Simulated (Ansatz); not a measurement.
Input of the run:

```yaml
crystal:
  lattice:
    - [0.0, 1.9156, 1.9156]
    - [1.9156, 0.0, 1.9156]
    - [1.9156, 1.9156, 0.0]
  atoms:
    - { symbol: Ir, position: [0.0, 0.0, 0.0] }
hamiltonian:
  xc: r2scan
  pseudopotentials: { kind: paw }
kpoints:
  mp_grid: { grid: [12, 12, 12] }
  band_path:
    path:
      - [[0.0, 0.0, 0.0], [0.5, 0.0, 0.5], [0.5, 0.25, 0.75], [0.375, 0.375, 0.75], [0.0, 0.0, 0.0], [0.5, 0.5, 0.5], [0.625, 0.25, 0.625], [0.5, 0.25, 0.75], [0.5, 0.5, 0.5], [0.375, 0.375, 0.75]]
      - [[0.625, 0.25, 0.625], [0.5, 0.0, 0.5]]
    npoints: 14
scf:
  occupations: { method: fermi_dirac, width: 0.05 }
  n_extra_bands: 6
output:
  forces: true
  stress: true
  eigenvalues: true
  fatbands: true
```

System: fcc Ir, space group Fm-3m, 1 atom in the primitive cell.

Computed with Ansatz: r2SCAN, Ansatz PAW, no spin polarisation, no spin-orbit coupling, 12×12×12 k mesh, 500 eV cutoff, Fermi-Dirac smearing of 0.05 eV.

What does the calculation give for the electronic structure? The path is Γ–X–W–K–Γ–L–U–W–L–K|U–X.

A metal: 4 bands cross the Fermi level along this path. Bands cross the Fermi level on Γ–X, X–W, K–Γ, Γ–L and U–X, and not on W–K, L–U, U–W, W–L and L–K. At K the nearest levels lie 1.01 eV below and 0.65 eV above the Fermi level.

Spin-orbit coupling is left out, which matters for Ir. The PAW data sets were made with another functional. The cell is at 4 GPa in this functional.

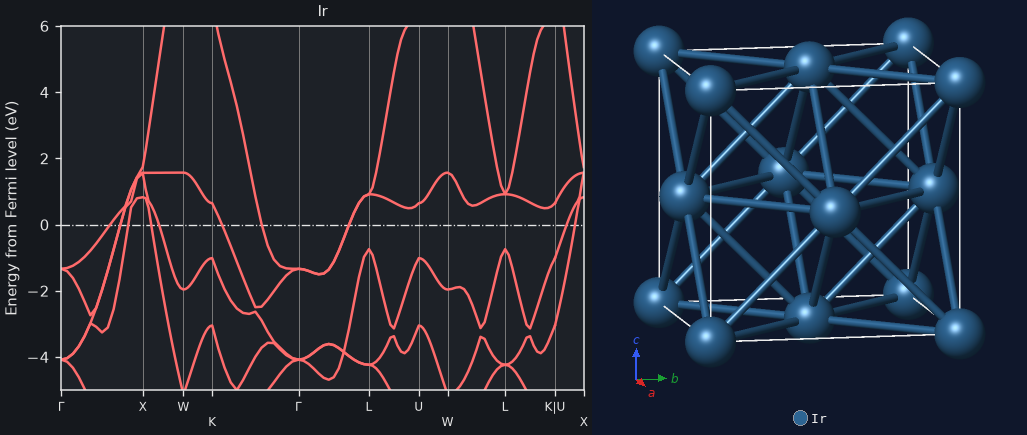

Band structure, beside the structure. Energies are counted from the Fermi level.
